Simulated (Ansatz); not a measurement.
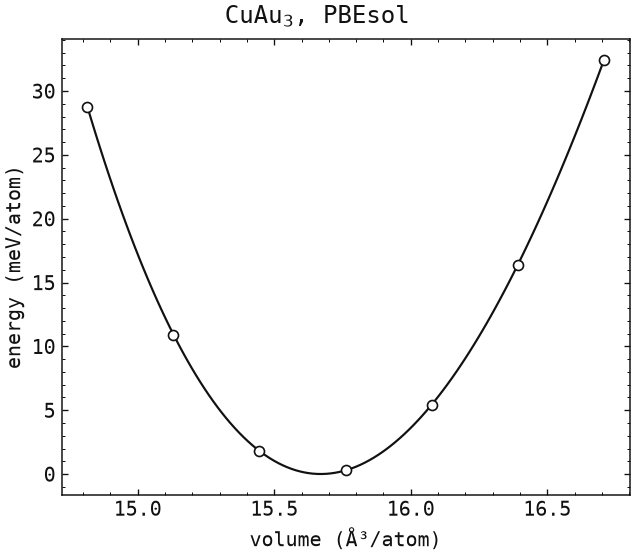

The figure shows the energy against volume for CuAu₃, space group Pm-3m (No. 221).

The given structure:
```cif
data_structure
_symmetry_space_group_name_H-M 'P 1'
_symmetry_Int_Tables_number 1
_cell_length_a 3.9800
_cell_length_b 3.9800
_cell_length_c 3.9800
_cell_angle_alpha 90.000
_cell_angle_beta 90.000
_cell_angle_gamma 90.000
_cell_volume 63.04
loop_
_atom_site_label
_atom_site_type_symbol
_atom_site_fract_x
_atom_site_fract_y
_atom_site_fract_z
_atom_site_occupancy
Au1 Au 0.50000 0.50000 0.00000 1
Au2 Au 0.50000 0.00000 0.50000 1
Au3 Au 0.00000 0.50000 0.50000 1
Cu1 Cu 0.00000 0.00000 0.00000 1
```

Calculation (Ansatz 0.2.0): all-electron LAPW DFT, no spin polarisation; energies at scaled volumes of the given cell, shape and fractions fixed, counted from the fit's minimum, third-order Birch-Murnaghan fit. Level: PBEsol.

```
         setting                                   value
          k mesh                                   7×7×7
     occupations                             Fermi–Dirac
  smearing width                                 0.05 eV
      potentials  all electron LAPW, scalar relativistic
program settings               basis error eV/atom 0.002
```

This calculation gives: equilibrium volume 15.67 Å³/atom and bulk modulus 175 GPa.

Now the level changes from PBEsol to LDA. How do these quantities change?

The equilibrium volume falls from 15.67 to 15.24 Å³/atom (−2.7 %) and the bulk modulus rises from 175 to 194 GPa (+11 %).

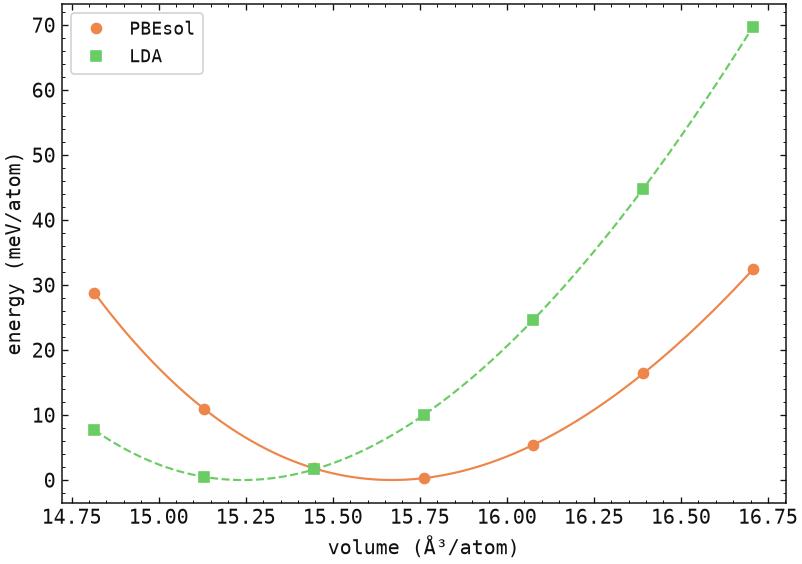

The two results together.

For both, limits of the calculation: spin-orbit coupling left out, heavy elements.

V0 and the bulk modulus come from third-order Birch–Murnaghan fits.
